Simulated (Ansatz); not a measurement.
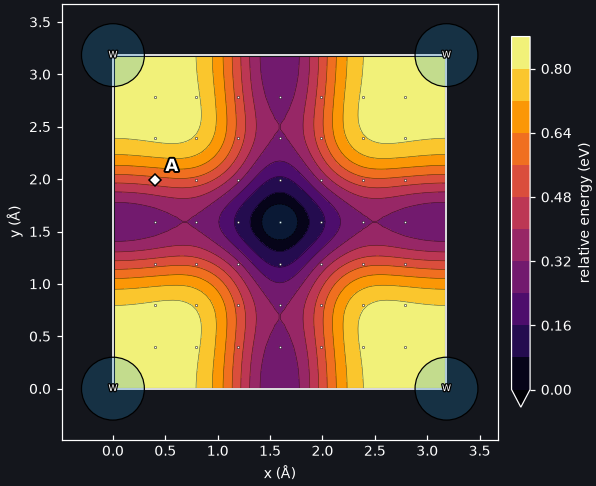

S on a W(100) slab cut from the Im-3m phase, its upper half relaxed before the scan (4 atoms of substrate and one adsorbate in a 1 × 1 cell). S is moved over the surface cell; relaxed at each place: the height of the adsorbate's atoms; substrate rigid; the origin of the map has the adsorbate above W4. Places are given modulo a cell vector. The map is drawn in real space over the plane of the surface. The grid has 8 × 8 points; 15 points were computed and 49 follow by symmetry. All energies are given in eV relative to the lowest grid point. With one adsorbate in each 1 × 1 cell, its nearest image is 3.2 Å away, so neighbouring adsorbates interact. The calculation used DFT PBE, scalar-relativistic, plane waves, PAW (Ansatz). Settings: cutoff 420 eV, k-mesh 8×8×1, gaussian smearing 0.1 eV, no spin polarisation.

In the figure: filled contours, dots at the grid points, labelled circles for the atoms of the top layer and small ones for the second layer, the outline of one cell of the plane, the point A. Between grid points the surface is interpolated.

### Is A at rest? If not, where is it pushed?

A, at (1/8, 5/8) of the cell vectors, is not a stationary point. The computed force is 0.96 eV/Å in the plane, pointing down in the picture (components −0.09 and −0.96 eV/Å).

PAW datasets: the set soft_1.
